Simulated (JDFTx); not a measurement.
**GaN: band-structure run**

System: GaN (F-43m, 2 atoms in the cell).
Method: Kohn-Sham DFT of a periodic cell, PBEsol, PseudoDojo-SR-PBEsol-0.4.1-standard, no spin polarisation (JDFTx 1.7.0 (patched build)).

The structure derives from a Materials Project entry.

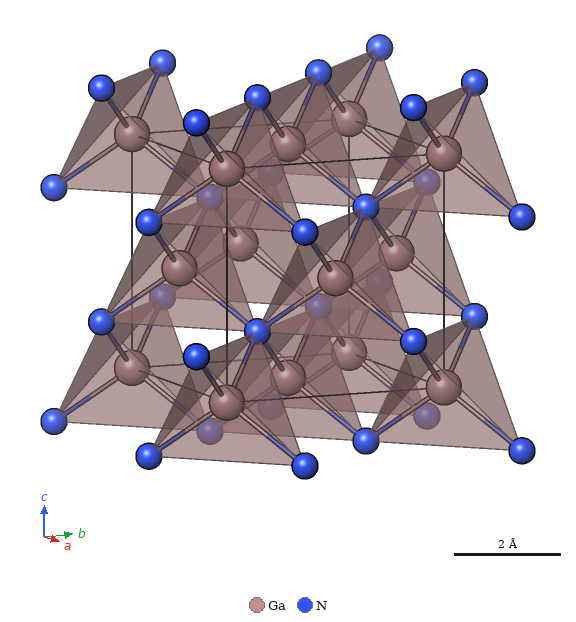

Figure 1. The structure (polyhedral view of the cell 4 times as large as that of the calculation, set on its symmetry axes, seen slightly off an axis; polyhedra are completed across the faces of the cell).

## Key numbers

- outcome: converged
- space group (tolerance 0.01 Å): F-43m (216)
- electrons treated: 18
- gap on the band path: 1.71 eV
- hardware: 1 thread of Arm Neoverse V1, 24 GiB of memory available, shared host
- wall time: 17 s
- peak memory: 0.11 GiB

## Input
```
include GaN.lattice
coords-type Lattice
include GaN.ionpos

ion-species pseudo/Ga.upf
ion-species pseudo/N.upf
elec-cutoff 42 336
elec-ex-corr gga-PBEsol
elec-smearing Fermi 0.0018374661
elec-n-bands 15
electronic-minimize nIterations 30 energyDiffThreshold 1e-06
davidson-band-ratio 1.3
forces-output-coords Cartesian
include path.kpoints
symmetries none
fix-electron-density run.$VAR

dump-name bands.$VAR
dump End Ecomponents EigStats BandEigs Kpoints Forces
```

## File GaN.lattice
```
lattice \
    0.0000000000     4.2584989699     4.2584989699 \
    4.2584989699     0.0000000000     4.2584989699 \
    4.2584989699     4.2584989699     0.0000000000
```

## File GaN.ionpos
```
ion Ga     0.0000000000     0.0000000000     0.0000000000 1
ion N      0.2500000000     0.2500000000     0.2500000000 1
```

## File path.kpoints
```
kpoint +0.0000000000 +0.0000000000 +0.0000000000 0.020000000000
kpoint +0.0714285714 +0.0000000000 +0.0714285714 0.020000000000
kpoint +0.1428571429 +0.0000000000 +0.1428571429 0.020000000000
kpoint +0.2142857143 +0.0000000000 +0.2142857143 0.020000000000
kpoint +0.2857142857 +0.0000000000 +0.2857142857 0.020000000000
kpoint +0.3571428571 +0.0000000000 +0.3571428571 0.020000000000
kpoint +0.4285714286 +0.0000000000 +0.4285714286 0.020000000000
kpoint +0.5000000000 +0.0000000000 +0.5000000000 0.020000000000
kpoint +0.5000000000 +0.0833333333 +0.5833333333 0.020000000000
kpoint +0.5000000000 +0.1666666667 +0.6666666667 0.020000000000
kpoint +0.5000000000 +0.2500000000 +0.7500000000 0.020000000000
kpoint +0.4375000000 +0.3125000000 +0.7500000000 0.020000000000
kpoint +0.3750000000 +0.3750000000 +0.7500000000 0.020000000000
kpoint +0.3281250000 +0.3281250000 +0.6562500000 0.020000000000
kpoint +0.2812500000 +0.2812500000 +0.5625000000 0.020000000000
kpoint +0.2343750000 +0.2343750000 +0.4687500000 0.020000000000
kpoint +0.1875000000 +0.1875000000 +0.3750000000 0.020000000000
kpoint +0.1406250000 +0.1406250000 +0.2812500000 0.020000000000
kpoint +0.0937500000 +0.0937500000 +0.1875000000 0.020000000000
kpoint +0.0468750000 +0.0468750000 +0.0937500000 0.020000000000
kpoint +0.0000000000 +0.0000000000 +0.0000000000 0.020000000000
kpoint +0.0833333333 +0.0833333333 +0.0833333333 0.020000000000
kpoint +0.1666666667 +0.1666666667 +0.1666666667 0.020000000000
kpoint +0.2500000000 +0.2500000000 +0.2500000000 0.020000000000
kpoint +0.3333333333 +0.3333333333 +0.3333333333 0.020000000000
kpoint +0.4166666667 +0.4166666667 +0.4166666667 0.020000000000
kpoint +0.5000000000 +0.5000000000 +0.5000000000 0.020000000000
kpoint +0.5250000000 +0.4500000000 +0.5250000000 0.020000000000
kpoint +0.5500000000 +0.4000000000 +0.5500000000 0.020000000000
kpoint +0.5750000000 +0.3500000000 +0.5750000000 0.020000000000
kpoint +0.6000000000 +0.3000000000 +0.6000000000 0.020000000000
kpoint +0.6250000000 +0.2500000000 +0.6250000000 0.020000000000
kpoint +0.5625000000 +0.2500000000 +0.6875000000 0.020000000000
kpoint +0.5000000000 +0.2500000000 +0.7500000000 0.020000000000
kpoint +0.5000000000 +0.2916666667 +0.7083333333 0.020000000000
kpoint +0.5000000000 +0.3333333333 +0.6666666667 0.020000000000
kpoint +0.5000000000 +0.3750000000 +0.6250000000 0.020000000000
kpoint +0.5000000000 +0.4166666667 +0.5833333333 0.020000000000
kpoint +0.5000000000 +0.4583333333 +0.5416666667 0.020000000000
kpoint +0.5000000000 +0.5000000000 +0.5000000000 0.020000000000
kpoint +0.4791666667 +0.4791666667 +0.5416666667 0.020000000000
kpoint +0.4583333333 +0.4583333333 +0.5833333333 0.020000000000
kpoint +0.4375000000 +0.4375000000 +0.6250000000 0.020000000000
kpoint +0.4166666667 +0.4166666667 +0.6666666667 0.020000000000
kpoint +0.3958333333 +0.3958333333 +0.7083333333 0.020000000000
kpoint +0.3750000000 +0.3750000000 +0.7500000000 0.020000000000
kpoint +0.6250000000 +0.2500000000 +0.6250000000 0.020000000000
kpoint +0.5833333333 +0.1666666667 +0.5833333333 0.020000000000
kpoint +0.5416666667 +0.0833333333 +0.5416666667 0.020000000000
kpoint +0.5000000000 +0.0000000000 +0.5000000000 0.020000000000
```

Command:
```bash
jdftx -c 1 -i bands.in -o bands.out
```

## The program's output
```
*************** JDFTx 1.7.0 (patched build) ***************

Input parsed successfully to the following command list (including defaults):
[... the input with its defaults ...]

---------- Initializing the Grid ----------
R =
[            0       4.2585       4.2585  ]
[       4.2585            0       4.2585  ]
[       4.2585       4.2585            0  ]
unit cell volume = 154.454
G =
[  -0.737723   0.737723   0.737723  ]
[   0.737723  -0.737723   0.737723  ]
[   0.737723   0.737723  -0.737723  ]
Minimum fftbox size, Smin = [  52  52  52  ]
Chosen fftbox size, S = [  54  54  54  ]

---------- Initializing tighter grid for wavefunction operations ----------
R =
[            0       4.2585       4.2585  ]
[       4.2585            0       4.2585  ]
[       4.2585       4.2585            0  ]
unit cell volume = 154.454
G =
[  -0.737723   0.737723   0.737723  ]
[   0.737723  -0.737723   0.737723  ]
[   0.737723   0.737723  -0.737723  ]
Minimum fftbox size, Smin = [  36  36  36  ]
Chosen fftbox size, S = [  36  36  36  ]

---------- Exchange Correlation functional ----------
Initalized PBEsol GGA exchange.
Initalized PBEsol GGA correlation.

---------- Setting up pseudopotentials ----------
Width of ionic core gaussian charges (only for fluid interactions / plotting) set to 0

Reading pseudopotential file 'pseudo/Ga.upf':
  'Ga' pseudopotential, 'PBESOL' functional
  Generated using ONCVPSP code by D. R. Hamann
  13 valence electrons, 3 orbitals, 6 projectors, 1001 radial grid points, with lMax = 2
    3D    l: 2   occupation: 10.0   eigenvalue: -0.704192
    4S    l: 0   occupation:  2.0   eigenvalue: -0.329374
    4P    l: 1   occupation:  1.0   eigenvalue: -0.094479
  Core radius for overlap checks: 1.84 bohrs.

Reading pseudopotential file 'pseudo/N.upf':
  'N' pseudopotential, 'PBESOL' functional
  Generated using ONCVPSP code by D. R. Hamann
  5 valence electrons, 2 orbitals, 4 projectors, 1001 radial grid points, with lMax = 1
    2S    l: 0   occupation:  2.0   eigenvalue: -0.678237
    2P    l: 1   occupation:  3.0   eigenvalue: -0.258576
  Core radius for overlap checks: 1.31 bohrs.

Initialized 2 species with 2 total atoms.

Folded 50 k-points by 1x1x1 to 50 k-points.

---------- Setting up k-points, bands, fillings ----------
No reducable k-points.
Computing the number of bands and number of electrons
Calculating initial fillings.
nElectrons:  18.000000   nBands: 15   nStates: 50

----- Setting up reduced wavefunction bases (one per k-point) -----
average nbasis = 2010.080 , ideal nbasis = 2008.018

---------- Setting up ewald sum ----------
Optimum gaussian width for ewald sums = 1.934137 bohr.
Real space sum over 1331 unit cells with max indices [  5  5  5  ]
Reciprocal space sum over 2197 terms with max indices [  6  6  6  ]

---------- Allocating electronic variables ----------
Reading n from file 'run.n' ... done
Initializing wave functions:  linear combination of atomic orbitals
Note: number of bands (15) exceeds available atomic orbitals (13)

----------- Band structure minimization -------------
Minimization will be done independently for each quantum number.

---- Minimization of quantum number:     0  [ +0.0000000 +0.0000000 +0.0000000 ]  0.040000000 ----
BandDavidson: Iter:   0  Eband: +0.235566578387422
BandDavidson: Iter:   1  Eband: +0.215421349346528  dEband: -2.014523e-02
BandDavidson: Iter:   2  Eband: +0.210527834366379  dEband: -4.893515e-03
BandDavidson: Iter:   3  Eband: +0.209489013360991  dEband: -1.038821e-03
[... 663 lines of inner loops ...]
BandDavidson: Iter:   7  Eband: +0.200678790831413  dEband: -1.260138e-06
BandDavidson: Iter:   8  Eband: +0.200678348669864  dEband: -4.421615e-07
BandDavidson: Converged (dEband<1.000000e-06)
	FillingsUpdate:  mu: +0.416752719  nElectrons: 18.000000

Dumping 'bands.eigStats' ...
	eMin: -0.200271 at state 20 ( [ +0.000000 +0.000000 +0.000000 ] spin 0 )
	HOMO: +0.384235 at state 20 ( [ +0.000000 +0.000000 +0.000000 ] spin 0 )
	mu  : +0.416753
	LUMO: +0.446896 at state 20 ( [ +0.000000 +0.000000 +0.000000 ] spin 0 )
	eMax: +1.200236 at state 47 ( [ -0.416667 +0.166667 -0.416667 ] spin 0 )
	HOMO-LUMO gap: +0.062661
	Optical gap  : +0.062661 at state 20 ( [ +0.000000 +0.000000 +0.000000 ] spin 0 )
Done!
```
